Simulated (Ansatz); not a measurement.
Gd

```yaml
crystal:
  lattice:
    - [3.63600, 0.00000, 0.00000]
    - [-1.81800, 3.14887, 0.00000]
    - [0.00000, 0.00000, 5.78260]
  atoms:
    - { symbol: Gd, position: [0.66667, 0.33333, 0.75000] }
    - { symbol: Gd, position: [0.33333, 0.66667, 0.25000] }
```

Space group P6₃/mmc; computed pressure about 4 GPa in this cell; spin-polarised.

Level of theory: Kohn-Sham DFT of a periodic cell, PBE, Ansatz PAW (Ansatz).

The density is the valence pseudo-density of a PAW calculation; it isn't the true density close to the nuclei.

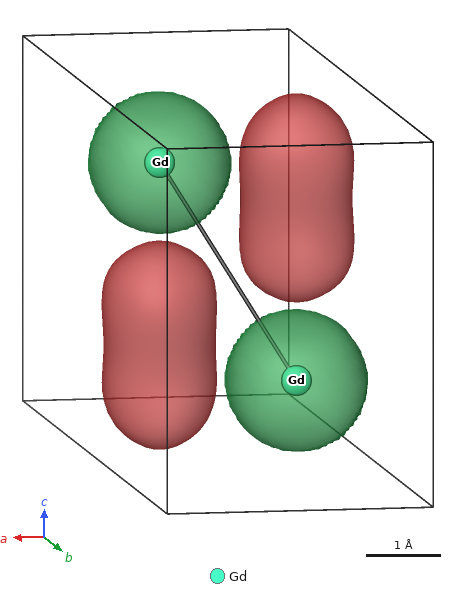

Figure 1. Isosurfaces of the spin density (up minus down) at +0.05 (green) and −0.05 e/Å³ (red), seen at an oblique angle. Sticks mark near contacts.

Where is the spin, and how is it ordered?

Answer. The spin density sits on Gd: +5.9 μB (×2) in one cell of 2 atoms: parallel main moments (a ferromagnetic arrangement) in this solution. The cell of the calculation (2 atoms) carries 10.5 μB of net spin moment.

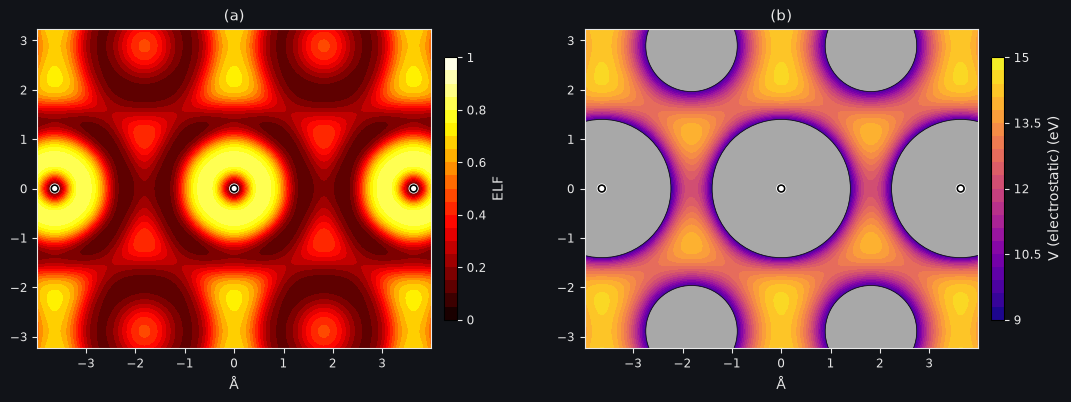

Figure 2. (a) electron localisation function; (b) electrostatic potential (local pseudopotential plus Hartree) felt by an electron on the (100) plane of the conventional cell. Circles mark the nuclei in the plane (Gd). Grey discs cover the atomic cores in the potential map.

What does the map show?

Answer. Atoms in the plane: Gd. Gd–Gd (3.64 Å): the ELF is about 0.20 at the midpoint: no localised pair shows between them. The ELF has a maximum of about 0.70 in the space between the atoms, 2.2 Å from four Gd atoms, on no atom or two-centre bond. The features right at Gd lie inside the PAW spheres, where the map follows smoothed inner orbitals and isn't to be read closely. Outside the cores the potential energy rises away from the atoms and is highest about 2.2 Å from the nearest atoms; its zero is arbitrary.

Metal or insulator at this level of theory?

Answer. It is metallic or semimetallic at this level of theory: no gap opens.
